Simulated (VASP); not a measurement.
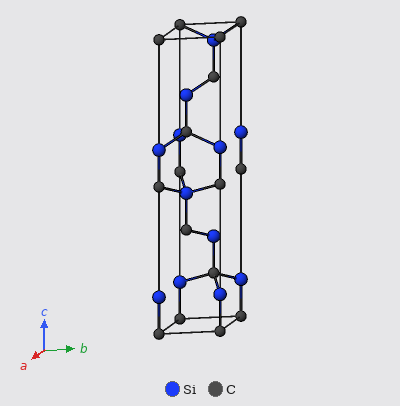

SiC, space group P6_3mc (No. 186), a = 3.090 Å, b = 3.090 Å, c = 15.164 Å, α = 90.00°, β = 90.00°, γ = 120.00°

```
site  Wyckoff       x       y       z
 Si1       2b  0.6667  0.3333  0.4583
 Si2       2b  0.6667  0.3333  0.7918
 Si3       2a  0.0000  0.0000  0.6250
  C1       2b  0.6667  0.3333  0.3333
  C2       2b  0.6667  0.3333  0.6669
  C3       2a  0.0000  0.0000  0.4997
```

Origin: the end point of a relaxation with VASP 6.6.1, VASP Kohn-Sham DFT of a periodic cell, optB86b-vdW, VASP PAW PBE potentials, recommended.

Question: Compute the Voronoi cell of each site (no radii): faces and volume.

Answer:
```tsv
site	faces above 1 % of the sphere	volume (Å³)	solid angle by neighbour (%)
Si1	5	10.33	C 91 Si 9
Si2	4	10.44	C 88 Si 12
Si3	10	10.58	C 89 Si 11
C1	4	10.43	Si 88 C 12
C2	11	10.34	Si 91 C 9
C3	10	10.56	Si 89 C 11
```

Weighted by multiplicity the volumes add up to the cell volume, 125.4 Å³.

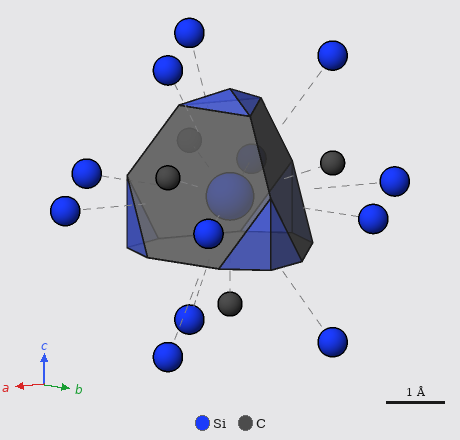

The computed Voronoi cell of Si3, with the neighbours that bound it.
